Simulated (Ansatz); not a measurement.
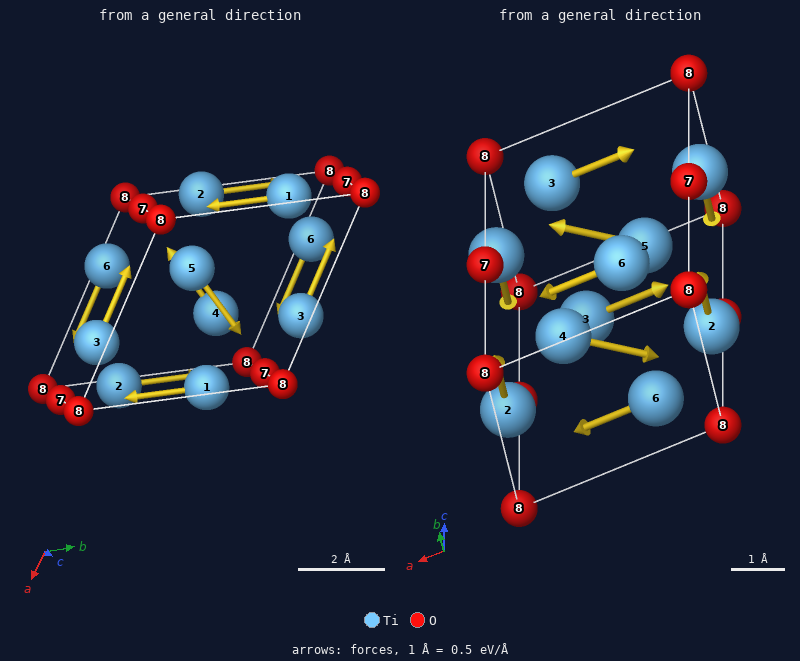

View from two general directions, drawn as a spheres-only model. Thin lines show the simulation cell, with boundary atoms drawn in all their periodic places. The arrows are the computed forces on the atoms.

System: Ti3O. Method used: DFT PBEsol, scalar-relativistic, plane waves, PAW in Ansatz 0.2.0. It ran with E_cut = 420 eV, a 12×12×8 mesh of k-points, Gaussian smearing of 0.15 eV, no spin polarisation.

**Would an optimiser stop at this geometry?**

No. The atoms still feel forces of up to about 0.74 eV/Å, far above a usual threshold of 0.01 to 0.03 eV/Å.

Origin of the cell: a structure listed in the Materials Project. The cell was then strained or its atoms displaced on purpose. It was run through Ansatz as a DFT input.
